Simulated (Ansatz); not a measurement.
System: TiAl₃ (slab).

The calculation's input:

```
crystal:
  lattice:
    - [5.0133158832, 0.0, 0.0]
    - [2.1650041019, 4.5217356605, 0.0]
    - [0.0, 0.0, 22.0677223531]
  atoms:
    - { symbol: Al, position: [0.5, 0.0, 0.1812602105] }
    - { symbol: Al, position: [0.0, 0.5, 0.1812602105] }
    - { symbol: Ti, position: [0.5, 0.5, 0.2418017965] }
    - { symbol: Al, position: [0.0, 0.0, 0.2418017965] }
    - { symbol: Al, position: [0.0, 0.5, 0.3061179612] }
    - { symbol: Al, position: [0.5, 0.0, 0.3061179612] }
    - { symbol: Ti, position: [0.0, 0.0, 0.3624433202] }
    - { symbol: Al, position: [0.5, 0.5, 0.3655892631] }
basis:
  ecutwfc: 420
kpoints:
  mp_grid: { grid: [6, 6, 1] }
hamiltonian:
  xc: lda
  pseudopotentials: { kind: paw, azcp: { folder: soft_1 } }
scf:
  occupations: { method: gaussian, width: 0.1 }
output:
  forces: true
  eigenvalues: true
  write_density: true
  write_potential: true
  elf: true
  volumetric_format: npy
efield:
  axis: 3
  dipole_correction: true
  ramp_width: 0.04
```

Run with:

```sh
ansatz run input.yaml --threads 1 --pin off --max-ram 3072MiB --backend cpu --events-out ev --progress --plain --runs-dir out
```

Not relaxed (largest force 0.7 eV/Å); computed without spin polarisation; PAW files of the earlier set (soft_1).

Level of theory: Ansatz, DFT LDA, scalar-relativistic, plane waves, PAW.

> Predict the valence pseudo-density and electron localisation function between the atoms.

Ti–Al (2.66 Å): the density is about 0.25 e/Å³ at the midpoint; the ELF is about 0.40 at the midpoint.
Al–Al (2.76 Å): ρ is about 0.22 e/Å³ halfway; the ELF peaks at about 0.65 between the atoms.
Ti–Al (2.80 Å): ρ is about 0.23 e/Å³ halfway; the ELF is about 0.45 at the midpoint.
Al–Al (2.84 Å): ρ is about 0.21 e/Å³ halfway; the ELF peaks at about 0.70 between the atoms.

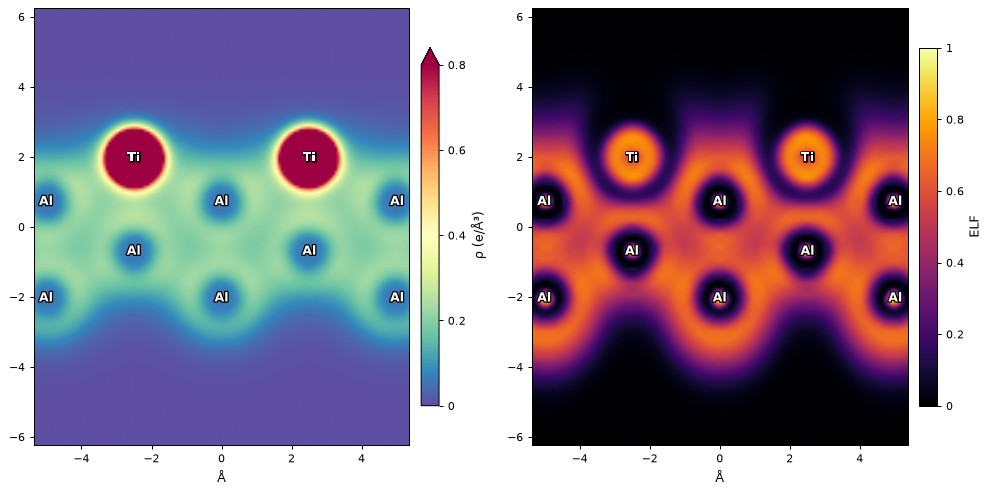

Computed valence pseudo-density and electron localisation function on the (100) plane of the calculation cell, a cut from vacuum to vacuum, in this order. 

The density is the valence pseudo-density of a PAW calculation; it isn't the true density close to the nuclei.
